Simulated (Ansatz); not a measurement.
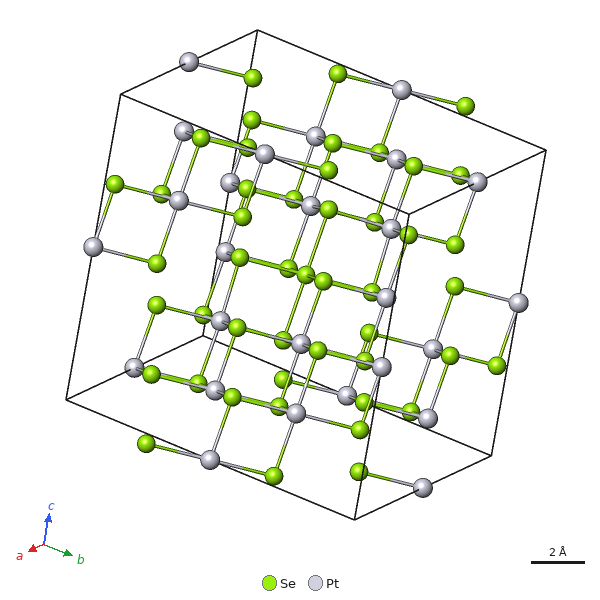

Drawn in the ball-and-stick manner and seen slightly off an axis. One supercell is framed, with atoms on its boundary repeated. The host is PtSe$_{2}$, in a cell of 48 sites, and the cell carries a charge of +2.

Where does the cell differ from the host, and how?

Answer. Selenium on a platinum site (an antisite). It is bonded to six Se in a distorted octahedral arrangement at about 2.6 Å.

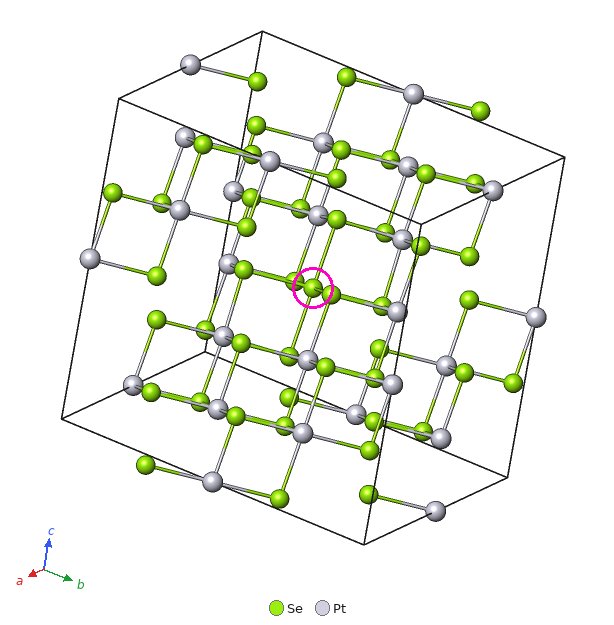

The same cell with a ring at the defect's site.

The atoms were relaxed in the host's cell with DFT PBE, scalar-relativistic, plane waves, PAW in Ansatz.
